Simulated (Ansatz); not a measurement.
System: Ni, space group Fm-3m, 1 atom in the cell.

```
Ni
1.0
     0.00000    1.75924    1.75924
     1.75924    0.00000    1.75924
     1.75924    1.75924    0.00000
Ni
1
Direct
  0.00000 0.00000 0.00000
```

Computed with Ansatz: DFT LDA, scalar-relativistic, plane waves, PAW, spin-polarised, 20×20×20 k mesh, 420 eV cutoff.

What does the calculation give for the electronic structure? The path is Γ–X–U|K–Γ–L–W–X.

A metal: 1 spin-up and 4 spin-down bands cross the Fermi level along this path. Bands cross the Fermi level on every line of the path. At X the nearest levels lie 0.41 eV below and 0.12 eV above the Fermi level. The density of states at the Fermi level isn't well fixed here: it changes fast, and within 0.3 eV it runs from 1.1 to 2.5 per eV and cell.

The cell is at −17 GPa in this functional.

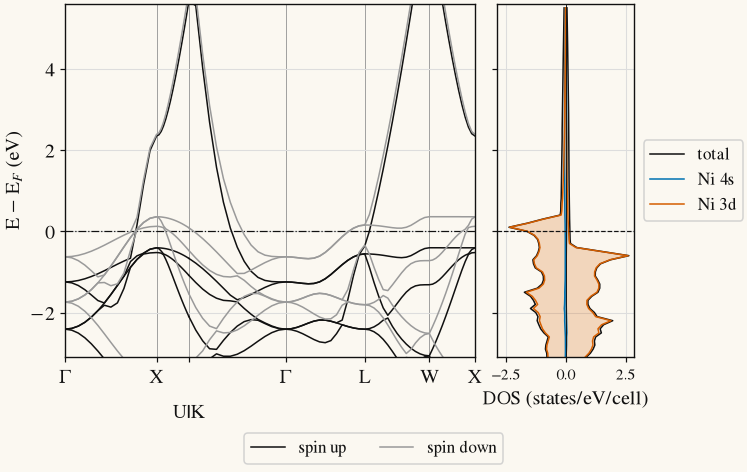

Band structure and density of states. Energies are counted from the Fermi level. The partial curves are projected on Löwdin-orthogonalised atomic shells; they sum to less than the total at higher energies, where shells without a projector contribute. Spin-down states are drawn negative.
